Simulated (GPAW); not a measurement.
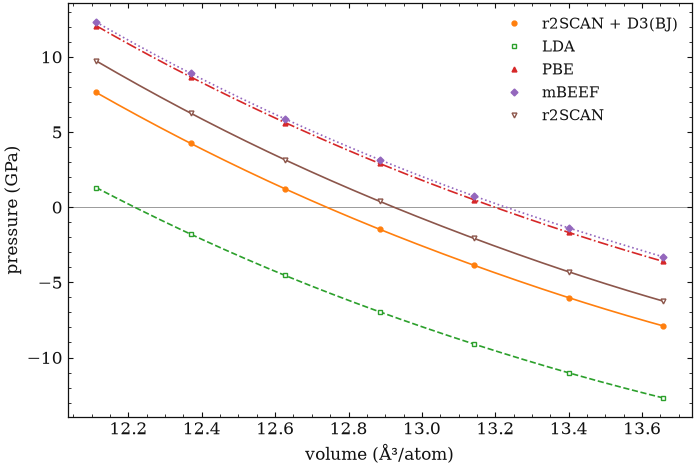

The figure shows the pressure against volume, with one curve for each functional, for Cu₂O (space group Pn-3m).

Computed with GPAW 26.7.0: PAW DFT in plane waves, on a grid or in atomic orbitals, no spin polarisation; energies at scaled volumes of the given cell, shape and fractions fixed, counted from the fit's minimum, third-order Birch-Murnaghan fit. All runs: no spin polarisation.

| setting | value |
| --- | --- |
| k mesh | 5×5×5 |
| occupations | Fermi–Dirac |
| smearing width | 0.05 eV |
| wave cutoff | 800 eV |

Settings that differ: r2SCAN + D3(BJ): potentials GPAW-PAW-data-sets-(gpaw-data-1.2.1); LDA: potentials GPAW-PAW-data-sets-(gpaw-data-1.2.1); PBE: potentials JTH-PAW-2.0; mBEEF: potentials GPAW-PAW-data-sets-(gpaw-data-1.2.1); r2SCAN: potentials GPAW-PAW-data-sets-(gpaw-data-1.2.1).

### Order the curves by fitted equilibrium volume, smallest first.

LDA 12.281, r2SCAN + D3(BJ) 12.814, r2SCAN 12.999, PBE 13.257, mBEEF 13.329 Å³/atom.

### Order the curves by fitted bulk modulus, smallest first.

mBEEF 106.5, PBE 113.8, r2SCAN 127.1, r2SCAN + D3(BJ) 131.9, LDA 145.3 GPa.

### For r2SCAN + D3(BJ): read off the course of the pressure.

It falls from 7.64 GPa at volume 12.11 Å³/atom to −7.90 GPa at 13.66 Å³/atom, and changes sign near 12.74 Å³/atom.

Keep in mind: the fit and the printed pressures don't fully agree, or the minimum lies near the end of the range (r2SCAN + D3(BJ), mBEEF, r2SCAN); outside data set cut short (PBE).
